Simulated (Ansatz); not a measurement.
The calculation's input:

```
crystal:
  lattice:
    - [-1.5529185264, 1.5646534271, 1.5529185264]
    - [1.5763883278, -1.5646534271, 1.5763883278]
    - [1.5529185264, 1.5646534271, -1.5529185264]
  atoms:
    - { symbol: Mo, position: [0.0, 0.0, 0.0] }
basis:
  ecutwfc: 420
kpoints:
  mp_grid: { grid: [26, 26, 26] }
hamiltonian:
  xc: pbesol
scf:
  occupations: { method: gaussian, width: 0.15 }
output:
  forces: true
  stress: true
  eigenvalues: true
  write_density: true
  write_potential: true
  elf: true
  volumetric_format: npy
```

Command:

```sh
ansatz run input.yaml --threads 1 --pin off --max-ram 2560MiB --backend cpu --events-out ev --progress --plain --runs-dir out
```

Below, planes, directions and counts refer to the conventional cell (a = 3.13 Å, b = 4.39 Å, c = 4.46 Å, α = 90.00°, β = 90.00°, γ = 90.00°).

Space group Fmmm; changed on purpose from its base cell (strain +0.0150 x Voigt [0, 0, 0, 0, 1, 0], atoms carried along); computed without spin polarisation.

These are results of DFT PBEsol, scalar-relativistic, plane waves, PAW in Ansatz, not measurements.

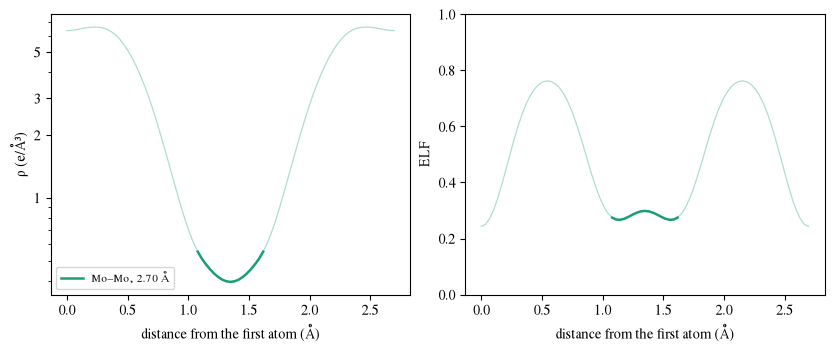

Mo. Valence electron density and ELF along straight lines between neighbouring atoms. Thin, pale parts lie inside the atomic spheres.

In a PAW calculation such maps are meaningful between the atoms, not at the nuclei.

> What can be read from the curves?

Mo–Mo (2.70 Å): ρ at the midpoint is about 0.4 e/Å³; the ELF is about 0.30 at the midpoint: no localised pair shows between them.
